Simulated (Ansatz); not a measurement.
# Run report: Ta (charge +6), single-point calculation

The run: single-point calculation of Ta (Im-3m, 1 atom in the cell, total charge +6). Method and program: DFT, PBE, plane waves, PAW, no spin polarisation (Ansatz 0.2.0).

The structure derives from an entry of the Crystallography Open Database. Some settings of this run were made unusual or wrong on purpose. Figures and captions count atoms from 1; the log counts them from 0 in places.

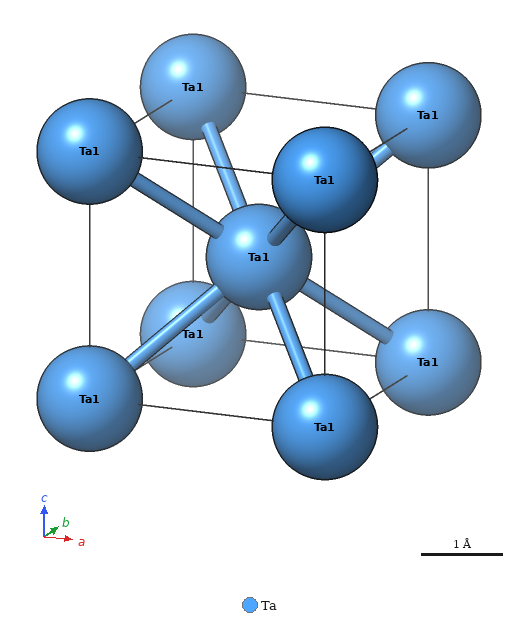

Fig. 1: The input geometry (ball-and-stick view of the cell 2 times as large as that of the calculation, set on its symmetry axes, seen slightly off an axis; atoms are numbered from 1 in the order of the input). An atom can appear more than once, as a periodic image.

### Input
```yaml
crystal:
  lattice:
    - [-1.5930190273, 1.5930190273, 1.5930190273]
    - [1.5930190273, -1.5930190273, 1.5930190273]
    - [1.5930190273, 1.5930190273, -1.5930190273]
  atoms:
    - { symbol: Ta, position: [0.0, 0.0, 0.0] }
basis:
  ecutwfc: 420
kpoints:
  mp_grid: { grid: [26, 26, 26] }
hamiltonian:
  xc: pbe
scf:
  occupations: { method: gaussian, width: 0.15 }
  max_iter: 60
output:
  forces: true
  eigenvalues: true
  stress: true
total_charge: 6
```

Hardware: 2 threads of Intel Xeon @ 2.50GHz (Skylake/Cascade Lake), 189 GiB of memory available, shared host.

Launch command:
```bash
ansatz run input.yaml --threads 2 --pin off --max-ram 5120MiB --backend cpu --events-out ev --progress --plain --runs-dir out
```

### What the program printed
```
Engine: ansatz 0.2.0, x86_64-unknown-linux-gnu
Pseudopotentials: kind: paw
Pseudopotential: Ta, paw, valence charge 13, recommended cutoff 420 eV (normal), Ta.paw.azcp
Functional definition: PBE
  parameter kappa = 0.804
  parameter beta = 0.06672455060314922
  exchange = pbe_x(kappa = kappa, mu = beta*pi^2/3)
  correlation = pbe_c(beta = beta)
Crystal: 1 atoms, lattice volume = 16.170 Å³
Basis set: ecut = 420 eV, 321 PW (Γ), exchange–correlation on 40×40×40 points (8 copies of the dense FFT grid, shifted against one another)
Bands: 8, of which v1, the nominal top of the filled ones, is band 4 counted from 1 (3 counted from 0)
Symmetry: 48 space group operations
Space group: Im-3m (ITA 229), of the structure as read, at distance tolerance 2.5e-5 Å
k-points: 511 of 17576
Non-local potential: Ta, projectors of the file, l = 0: 3, l = 1: 2, l = 2: 2, l = 3: 1
PAW form: soft (Blöchl's): semilocal exchange-correlation on the pseudo side does not see the compensation charge
PAW one-centre angular grid: Ta, 590 points (default); XC on 64 Gauss nodes
Initial density: superposition of atomic densities (neutral atoms scaled as one to the charged cell's electrons: chi_scale 0, normalization atom), corrected by the library's trained network
Initial wavefunctions: pseudopotential atomic-orbital guess
Functional: x = pbe(κ = 0.804, μ = 0.2195149727645171), c = pbe(β = 0.06672455060314922)
SCF iter   1: F=—  HF=-10036.891330 eV  |F-HF|=—  |Δ(HF+E_count)|=         —  Δρ=4.48e-1  dr2=2.89e1  ethr=1.77e-3  ⟨swp⟩=5.8  Hψ=32695  notcnv=0
preconditioner: auto → none  [metal: Δε(μ)=0.000 eV  Ē_g=41.122 eV  σ=0.150 eV  W_gap=0.00  n_scr=0 (ndim 8)  ℏωp=20.6 eV  f_vac=0.000  D(μ)=9.33/eV (n_scr^D=320)]
SCF iter   2: F=—  HF=-10022.251782 eV  |F-HF|=—  |Δ(HF+E_count)|=    1.46e1  Δρ=1.69e-1  dr2=4.54e0  ethr=1.77e-3  ⟨swp⟩=4.1  Hψ=16261  notcnv=0
SCF iter   3: F=—  HF=-10020.012691 eV  |F-HF|=—  |Δ(HF+E_count)|=    2.24e0  Δρ=1.86e-2  dr2=1.83e-2  ethr=1.77e-3  ⟨swp⟩=4.2  Hψ=13442  notcnv=0
SCF iter   4: F=—  HF=-10020.008587 eV  |F-HF|=—  |Δ(HF+E_count)|=   4.10e-3  Δρ=1.58e-3  dr2=3.44e-4  ethr=2.61e-4  ⟨swp⟩=3.0  Hψ=7428  notcnv=0
SCF iter   5: F=—  HF=-10020.008356 eV  |F-HF|=—  |Δ(HF+E_count)|=   2.30e-4  Δρ=1.30e-4  dr2=1.79e-6  ethr=4.92e-6  ⟨swp⟩=2.3  Hψ=5980  notcnv=0
SCF iter   6: F=—  HF=-10020.008347 eV  |F-HF|=—  |Δ(HF+E_count)|=   9.10e-6  Δρ=2.15e-5  dr2=1.93e-8  ethr=1.43e-9  ⟨swp⟩=8.1  Hψ=30064  notcnv=0
SCF iter   7: F=-10020.008347 eV  HF=-10020.008347 eV  |F-HF|=1.78e-10  |Δ(HF+E_count)|=   9.84e-9  Δρ=2.81e-6  dr2=2.95e-10  ethr=2.76e-10  ⟨swp⟩=1.3  Hψ=12280  notcnv=0
SCF 1 converged in 7 iterations: F = -10020.008347 eV  dr2 = 2.95e-10
  greatest PAW one-centre occupation: 1.001 electrons in one spin orbital (limit 2), on the Ta atom at site 0 (counted from 0), in its partial waves of l = 0
```

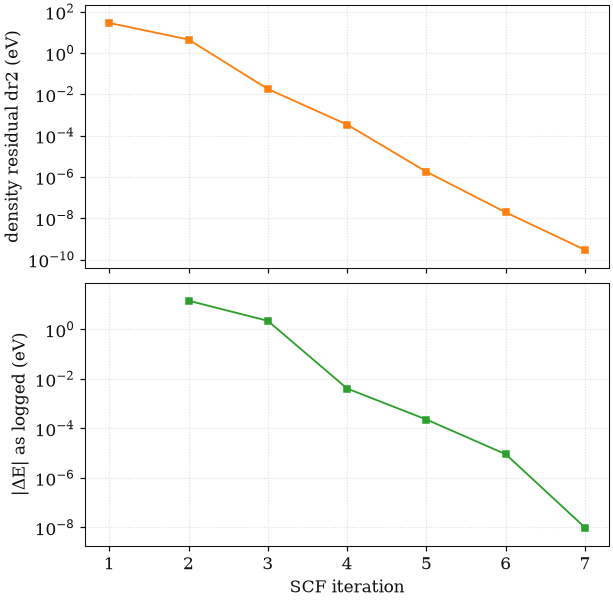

Fig. 2: Convergence of the self-consistent field: density residual dr2 and size of the energy change against the SCF iteration. The residual falls at every step.

```
SCF converged after 7 iterations
Free energy (F): -10020.008347 eV
Harris-Foulkes:  -10020.008347 eV  (|F-HF|=1.78e-10)
Internal energy: -10019.930419 eV  (E = F + TS)
E sigma→0 (E₀):  -10019.969383 eV
Entropy (-TS):   -0.077928 eV (-77.928 meV/atom)
Fermi energy:    -15.622720 eV
--- Per-component energies (eV) ---
  E_band       = -181.605362
  E_kinetic    = 231.769438
  E_local      = -466.588377  (includes V_loc(G=0)·N_el)
  E_nonlocal   = -1.487312
  E_hartree    = 132.390391
  E_xc         = -150.838856
  E_vxc        = -118.071886  (∫ρ·V_xc dr)
  E_paw        = -8375.327324  (= ΣΔE_a)
  E_vpaw       = -92.008151  (= ΣTr[D̂ρ^β])
  E_aug_tail   = 0.000131  (compensation charges beyond the density's cutoff)
  E_ewald      = -1389.848509
  E_smearing   = -0.077928  (= −TS)
  E_closure    = -0.000000  (closes the sum)
  E_deformation_potential = 182.810969  (in the stress; not in F)
  Σ components = -10020.008347   (vs F -10020.008347, Δ=0.00e0)
--- Forces (eV/Å), atoms counted from 1 ---
  atom   1  Ta    -0.00000000    -0.00000000     0.00000000
  max |Σ_I F_I| component: 2.98e-32 eV/Å
--- Stress (GPa, compression-positive) ---
      457.501623      -0.000000       0.000000
       -0.000000     457.501623      -0.000000
       -0.000000       0.000000     457.501623
  P = ⅓ Tr σ = 457.5016 GPa (4575.016 kbar)
--- Band table (eV; the first three rows and the last of 511) ---
  k-point 0: bands = ["-50.8856", "-15.5192", "-15.5192", "-15.5192", "18.4747", "22.5022", "22.5022", "22.5022"]
  k-point 1: bands = ["-50.8840", "-15.5342", "-15.5243", "-15.5192", "18.5435", "22.4754", "22.5071", "22.5621"]
  k-point 2: bands = ["-50.8794", "-15.5783", "-15.5392", "-15.5191", "18.7442", "22.3976", "22.5226", "22.7405"]
  k-point 510: bands = ["-50.6912", "-16.2351", "-16.2351", "-16.2351", "19.9971", "19.9971", "27.5269", "27.5269"]
```

### Outcome

```tsv
quantity	value
outcome	converged
space group (tolerance 0.01 Å)	Im-3m (229)
electrons treated	7
free energy	−10020.0083 eV
Fermi energy	−15.623 eV
gap on the k-point mesh	none (metallic)
pressure	457.50 GPa
largest force (length of the vector)	under 0.001 eV/Å
wall time	7.3 s (CPU time 13 s)
peak memory	0.38 GiB
```

### Diagnosis

This input holds a deliberate fault: a charge that the system can't hold (`total_charge`). The cell cannot bind or give up so many electrons; the background charge dominates. The program still converged, but the numbers can't be taken as results for the intended system. The cell is charged and computed with a neutralising background, so its energy and pressure depend on the cell and aren't those of a real crystal.
